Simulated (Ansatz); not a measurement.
ZrN: geometry relaxation (part 1 of 2)

System: ZrN (Fm-3m, 2 atoms in the cell).
Method: DFT PBEsol, scalar-relativistic, plane waves, PAW, no spin polarisation (Ansatz 0.2.0).

The structure derives from an entry of the Crystallography Open Database. Figures and captions count atoms from 1; the log counts them from 0 in places.

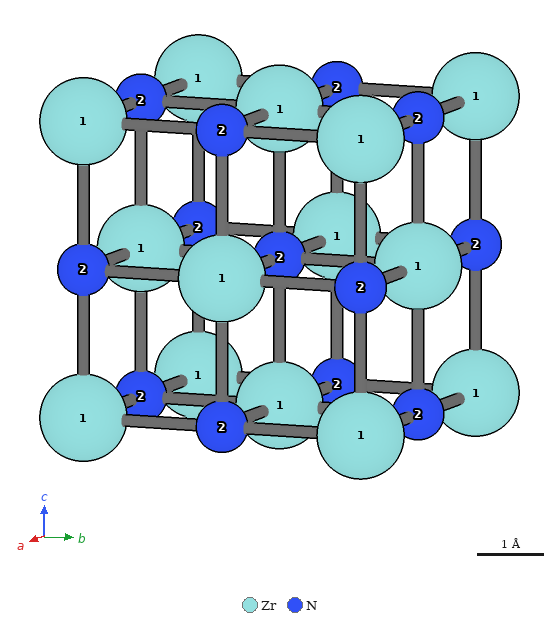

**Figure 1.** The input geometry (ball-and-stick view of the cell 4 times as large as that of the calculation, set on its symmetry axes, seen slightly off an axis; atoms are numbered from 1 in the order of the input). An atom can appear more than once, as a periodic image. Near neighbours in the periodic cell (some may lie outside the picture): Zr has 6 N at 2.28 Å; N has 6 Zr at 2.28 Å.

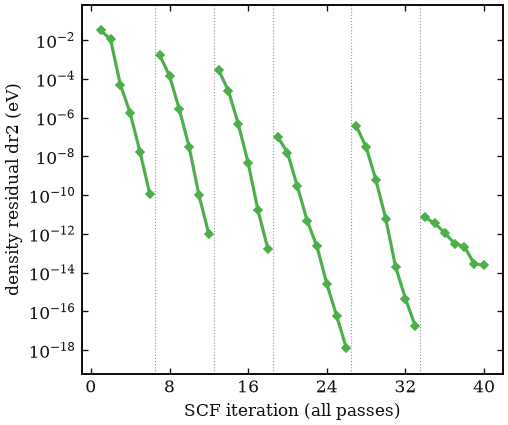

**Figure 2.** Convergence of the self-consistent field: density residual dr2 against the SCF iteration. The dotted lines part the SCF passes of the relaxation: geometry steps, rejected trials and re-solves on a re-selected basis. The 6 passes take 6 to 8 iterations each, 40 in all.

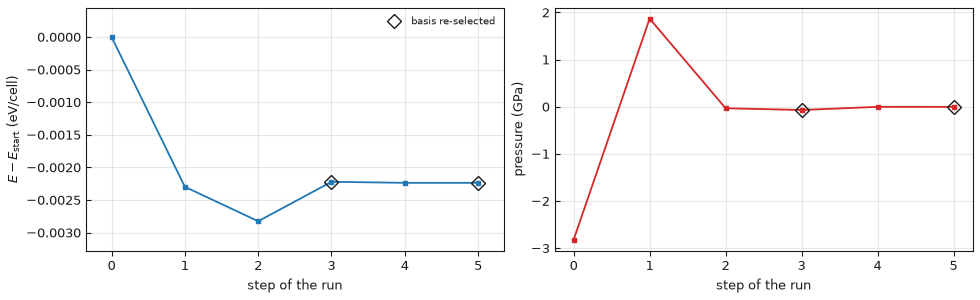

**Figure 3.** Progress of the relaxation, step by step (the first geometry is step 0 here and step 1 in the log). No atom moves by more than 0.005 Å relative to the cell. The volume changes by −1.1 %, with a = b = c 4.568 → 4.552 Å (−0.4 %). Distances before and after: Zr1–Zr1 3.230 → 3.219 Å, Zr1–N2 2.284 → 2.276 Å. The space group stays Fm-3m (No. 225). The energy falls by 2.2 meV per cell of the calculation in 3 geometry steps. All forces vanish by symmetry, so only the cell relaxes. The pressure goes from −2.82 to 0.00 GPa. 1 further SCF at an unchanged geometry re-selected the plane-wave basis for the new cell. The energy change given includes the shifts at the re-selections in mid-walk, which come without any move. A last SCF at the same geometry on a re-selected plane-wave basis shifts the energy by next to nothing (0.0 meV per cell of the calculation). (Atoms are counted from 1 in the order of the input.)

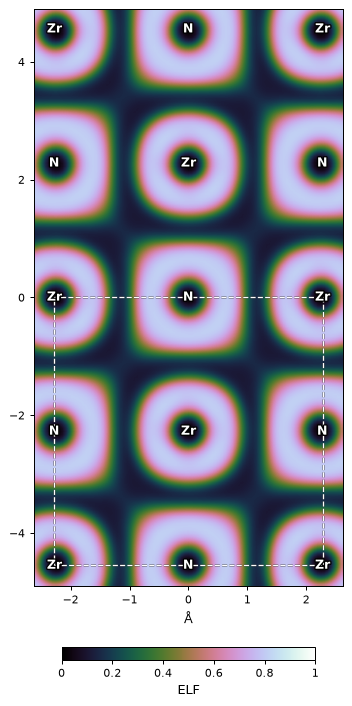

**Figure 4.** Electron localisation function on the (100) plane of the conventional cell. Atoms in the plane: Zr and N. Zr–N (2.28 Å): the ELF peaks at about 0.80 in the valence shell of N, 0.7 Å from its nucleus, and drops to about 0.15 between the two atoms (a polar contact without a shared pair, in a metal). Zr–Zr (3.22 Å): the ELF is about 0.15 at the midpoint; no shared electron pair. The strong features right at Zr lie inside the PAW spheres (semicore, d or f shells) and say nothing about bonding. Core electrons are frozen (PAW), so the fields are smoothed inside the atomic spheres.

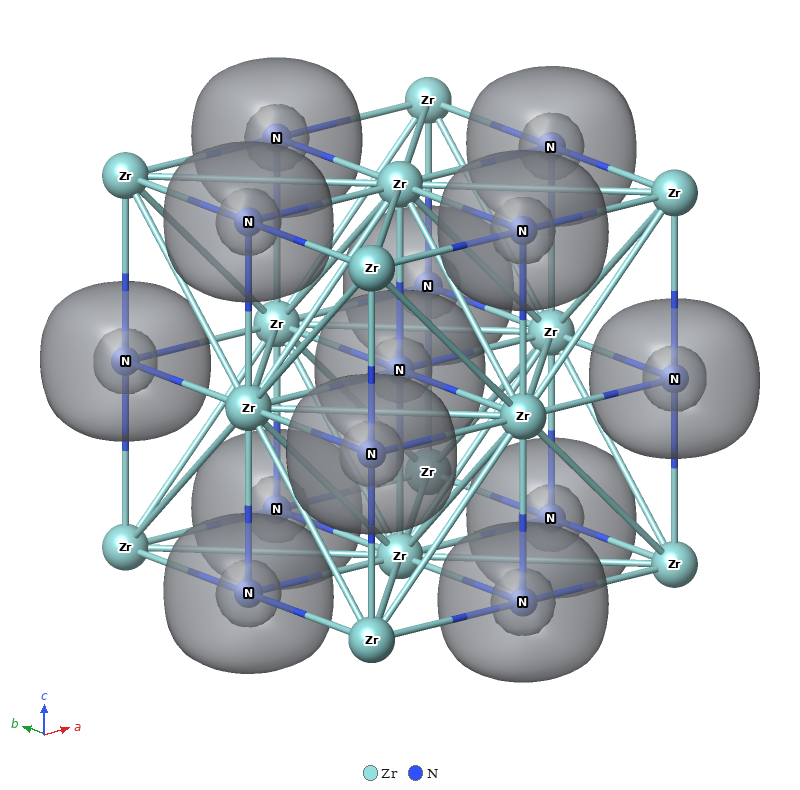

**Figure 5.** Isosurface of the ELF at 0.6 (grey), seen at an oblique angle. Core shells and regions of very low density are left out. Sticks mark near contacts. The outline is the cell set on symmetry axes. Values along the shortest contacts: Zr–N (2.28 Å): the ELF peaks at about 0.80 in the valence shell of N, 0.7 Å from its nucleus, and drops to about 0.15 between the two atoms; a polar contact without a shared pair, in a metal. Zr–Zr (3.22 Å): the ELF is about 0.15 at the midpoint; no localised pair between them.

These pictures come from the run below.

## Input
```yaml
crystal:
  lattice:
    - [0.0, 2.28423, 2.28423]
    - [2.28423, 0.0, 2.28423]
    - [2.28423, 2.28423, 0.0]
  atoms:
    - { symbol: Zr, position: [0.0, 0.0, 0.0] }
    - { symbol: "N", position: [0.5, 0.5, 0.5] }
basis:
  ecutwfc: 420
kpoints:
  mp_grid: { grid: [16, 16, 16] }
hamiltonian:
  xc: pbesol
scf:
  occupations: { method: gaussian, width: 0.1 }
output:
  forces: true
  stress: true
  eigenvalues: true
  write_density: true
  write_potential: true
  elf: true
  volumetric_format: npy
relax:
  adjacent_minimum: "off"
  f_tol: 0.005
  max_steps: 80
  cell: { stress_tol: 0.05 }
```

Launched with:
```bash
ansatz run input.yaml --threads 4 --pin off --max-ram 10240MiB --backend cpu --events-out ev --progress --plain --runs-dir out
```

## What the program printed
```
Engine: ansatz 0.2.0, x86_64-unknown-linux-gnu
Pseudopotentials: kind: paw
Pseudopotential: Zr, paw, valence charge 12, recommended cutoff 420 eV (normal), Zr.paw.azcp
Pseudopotential: N, paw, valence charge 5, recommended cutoff 420 eV (normal), N.paw.azcp
Functional definition: PBEsol
  exchange = pbesol_x
  correlation = pbesol_c
Crystal: 2 atoms, lattice volume = 23.837 Å³
Basis set: ecut = 420 eV, 459 PW (Γ), exchange–correlation on 48×48×48 points (8 copies of the dense FFT grid, shifted against one another)
Bands: 13, of which v1, the nominal top of the filled ones, is band 9 counted from 1 (8 counted from 0)
Symmetry: 48 space group operations
Space group: Fm-3m (ITA 225), of the structure as read, at distance tolerance 2.9e-5 Å
k-points: 145 of 4096
Non-local potential: Zr, projectors of the file, l = 0: 3, l = 1: 2, l = 2: 2, l = 3: 2
Non-local potential: N, projectors of the file, l = 0: 2, l = 1: 2, l = 2: 1
PAW form: soft (Blöchl's): semilocal exchange-correlation on the pseudo side does not see the compensation charge
PAW frozen core: Zr, regenerated for the run's functional, and the local potential with it (the file was generated under x = pbe(κ = 0.804, μ = 0.2195149727645171), c = pbe(β = 0.06672455060314922))
PAW frozen core: N, regenerated for the run's functional, and the local potential with it (the file was generated under x = pbe(κ = 0.804, μ = 0.2195149727645171), c = pbe(β = 0.06672455060314922))
PAW one-centre angular grid: Zr, 590 points (default); XC on 64 Gauss nodes
PAW one-centre angular grid: N, 110 points (default); XC on 64 Gauss nodes
Initial density: superposition of atomic densities (neutral atoms: chi_scale 0, normalization atom), corrected by the library's trained network
Initial wavefunctions: pseudopotential atomic-orbital guess
Functional: x = pbesol(κ = 0.804, μ = 0.12345679012345678), c = pbesol(β = 0.046)
SCF iter   1: F=—  HF=-4510.982971 eV  |F-HF|=—  |Δ(HF+E_count)|=         —  Δρ=1.16e-2  dr2=3.22e-2  ethr=1.77e-3  ⟨swp⟩=5.0  Hψ=9164  notcnv=0
preconditioner: auto → none  [metal: Δε(μ)=0.013 eV  Ē_g=18.849 eV  σ=0.100 eV  W_gap=0.07  n_scr=8 (ndim 8)  ℏωp=29.5 eV  f_vac=0.000  D(μ)=0.76/eV (n_scr^D=8)  sad-step TF]
SCF iter   2: F=—  HF=-4510.977576 eV  |F-HF|=—  |Δ(HF+E_count)|=   5.39e-3  Δρ=6.44e-3  dr2=1.12e-2  ethr=1.89e-4  ⟨swp⟩=1.0  Hψ=3045  notcnv=0
SCF iter   3: F=—  HF=-4510.975095 eV  |F-HF|=—  |Δ(HF+E_count)|=   2.48e-3  Δρ=6.34e-4  dr2=5.19e-5  ethr=6.57e-5  ⟨swp⟩=2.0  Hψ=2278  notcnv=0  defer=1
SCF iter   4: F=—  HF=-4510.975078 eV  |F-HF|=—  |Δ(HF+E_count)|=   1.70e-5  Δρ=8.73e-5  dr2=1.74e-6  ethr=3.05e-7  ⟨swp⟩=2.1  Hψ=2900  notcnv=0  defer=1
iter 5 did not close the SCF: its close was put off for the readings that it lacked (scf_convergence_deferred on its scf_iter line)
SCF iter   5: F=-4510.975078 eV  HF=-4510.975078 eV  |F-HF|=8.88e-9  |Δ(HF+E_count)|=   2.61e-7  Δρ=1.12e-5  dr2=1.73e-8  ethr=1.02e-8  ⟨swp⟩=2.7  Hψ=2826  notcnv=0  defer=1
SCF iter   6: F=-4510.975078 eV  HF=-4510.975078 eV  |F-HF|=2.46e-11  |Δ(HF+E_count)|=   4.43e-9  Δρ=1.03e-6  dr2=1.13e-10  ethr=1.02e-10  ⟨swp⟩=6.1  Hψ=10284  notcnv=0
SCF 1 converged in 6 iterations: F = -4510.975078 eV  dr2 = 1.13e-10
  greatest PAW one-centre occupation: 0.996 electrons in one spin orbital (limit 2), on the Zr atom at site 0 (counted from 0), in its partial waves of l = 0
relax step   1: F+E_penalty+E_count = -4510.97507776 eV  Δ(F+E_penalty+E_count) = +0.000e0 eV  max|allowed force component| = 4.286e-29 eV/Å  Δτ_max = 0.0000 Å  P = -2.819 GPa  Ω = 23.837 Å³  (6 SCF iters, dr2 threshold 1.00e-7 eV, accepted)
Crystal: 2 atoms, lattice volume = 23.427 Å³
Initial density: handed on by an earlier stage of this run
Initial wavefunctions: those handed on with the density
iter 1 solved again at ethr=1.12e-5 eV; its pass at ethr=3.10e-3 eV (dr2=1.91e-3 eV) is discarded
SCF iter   1: F=—  HF=-4510.977789 eV  |F-HF|=—  |Δ(HF+E_count)|=         —  Δρ=2.63e-3  dr2=1.76e-3  ethr=1.12e-5  ⟨swp⟩=1.0  Hψ=10575  notcnv=0
preconditioner: auto → none  [metal: Δε(μ)=0.016 eV  Ē_g=19.000 eV  σ=0.100 eV  W_gap=0.09  n_scr=8 (ndim 8)  ℏωp=29.7 eV  f_vac=0.000  D(μ)=0.74/eV (n_scr^D=0)]
SCF iter   2: F=—  HF=-4510.977410 eV  |F-HF|=—  |Δ(HF+E_count)|=   3.79e-4  Δρ=6.80e-4  dr2=1.45e-4  ethr=1.04e-5  ⟨swp⟩=2.1  Hψ=2202  notcnv=0
SCF iter   3: F=—  HF=-4510.977376 eV  |F-HF|=—  |Δ(HF+E_count)|=   3.42e-5  Δρ=1.15e-4  dr2=2.72e-6  ethr=8.53e-7  ⟨swp⟩=2.0  Hψ=2187  notcnv=0
iter 4 did not close the SCF: its close was put off for the readings that it lacked (scf_convergence_deferred on its scf_iter line)
SCF iter   4: F=-4510.977375 eV  HF=-4510.977375 eV  |F-HF|=1.95e-9  |Δ(HF+E_count)|=   3.41e-7  Δρ=1.65e-5  dr2=3.07e-8  ethr=1.60e-8  ⟨swp⟩=2.2  Hψ=2671  notcnv=0
iter 5 did not close the SCF: its close was put off for the readings that it lacked (scf_convergence_deferred on its scf_iter line)
SCF iter   5: F=-4510.977375 eV  HF=-4510.977375 eV  |F-HF|=6.55e-11  |Δ(HF+E_count)|=   5.16e-9  Δρ=1.15e-6  dr2=9.79e-11  ethr=1.81e-10  ⟨swp⟩=2.1  Hψ=2670  notcnv=0
SCF iter   6: F=-4510.977375 eV  HF=-4510.977375 eV  |F-HF|=2.73e-12  |Δ(HF+E_count)|=  7.19e-11  Δρ=1.25e-7  dr2=9.98e-13  ethr=1.00e-12  ⟨swp⟩=4.1  Hψ=8006  notcnv=0
SCF 2 converged in 6 iterations: F = -4510.977375 eV  dr2 = 9.98e-13
relax step   2: F+E_penalty+E_count = -4510.97737526 eV  Δ(F+E_penalty+E_count) = -2.298e-3 eV  max|allowed force component| = 4.207e-30 eV/Å  Δτ_max = 0.0000 Å  P = +1.870 GPa  Ω = 23.427 Å³  energy of the carried Pulay correction = +9.949e-4 eV  (6 SCF iters, dr2 threshold 2.00e-7 eV, accepted)
Crystal: 2 atoms, lattice volume = 23.589 Å³
iter 1 solved again at ethr=1.86e-6 eV; its pass at ethr=3.10e-3 eV (dr2=3.17e-4 eV) is discarded
SCF iter   1: F=—  HF=-4510.977973 eV  |F-HF|=—  |Δ(HF+E_count)|=         —  Δρ=1.06e-3  dr2=2.91e-4  ethr=1.86e-6  ⟨swp⟩=1.2  Hψ=10318  notcnv=0
preconditioner: auto → none  [metal: Δε(μ)=0.013 eV  Ē_g=18.939 eV  σ=0.100 eV  W_gap=0.07  n_scr=8 (ndim 8)  ℏωp=29.6 eV  f_vac=0.000  D(μ)=0.75/eV (n_scr^D=8)]
SCF iter   2: F=—  HF=-4510.977911 eV  |F-HF|=—  |Δ(HF+E_count)|=   6.20e-5  Δρ=2.75e-4  dr2=2.40e-5  ethr=1.71e-6  ⟨swp⟩=2.1  Hψ=2190  notcnv=0
SCF iter   3: F=—  HF=-4510.977903 eV  |F-HF|=—  |Δ(HF+E_count)|=   7.69e-6  Δρ=4.65e-5  dr2=4.66e-7  ethr=1.41e-7  ⟨swp⟩=2.0  Hψ=2182  notcnv=0
iter 4 did not close the SCF: its close was put off for the readings that it lacked (scf_convergence_deferred on its scf_iter line)
SCF iter   4: F=-4510.977903 eV  HF=-4510.977903 eV  |F-HF|=4.08e-10  |Δ(HF+E_count)|=   6.07e-8  Δρ=6.56e-6  dr2=4.68e-9  ethr=2.74e-9  ⟨swp⟩=2.1  Hψ=2412  notcnv=0
iter 5 did not close the SCF: its close was put off for the readings that it lacked (scf_convergence_deferred on its scf_iter line)
SCF iter   5: F=-4510.977903 eV  HF=-4510.977903 eV  |F-HF|=9.09e-12  |Δ(HF+E_count)|=  9.50e-10  Δρ=4.93e-7  dr2=1.63e-11  ethr=2.75e-11  ⟨swp⟩=2.5  Hψ=2965  notcnv=0
SCF iter   6: F=-4510.977903 eV  HF=-4510.977903 eV  |F-HF|=0.00e0  |Δ(HF+E_count)|=  1.09e-11  Δρ=4.65e-8  dr2=1.75e-13  ethr=1.00e-12  ⟨swp⟩=4.1  Hψ=7403  notcnv=0
SCF 3 converged in 6 iterations: F = -4510.977903 eV  dr2 = 1.75e-13
relax step   3: F+E_penalty+E_count = -4510.97790324 eV  Δ(F+E_penalty+E_count) = -5.280e-4 eV  max|allowed force component| = 3.008e-30 eV/Å  Δτ_max = 0.0000 Å  P = -0.031 GPa  Ω = 23.589 Å³  energy of the carried Pulay correction = +6.001e-4 eV  (6 SCF iters, dr2 threshold 2.00e-7 eV, accepted)
Initial wavefunctions: pseudopotential atomic-orbital guess (no wavefunctions were taken with the density)
iter 1 solved again at ethr=2.92e-8 eV; its pass at ethr=3.10e-3 eV (dr2=4.97e-6 eV) is discarded
```
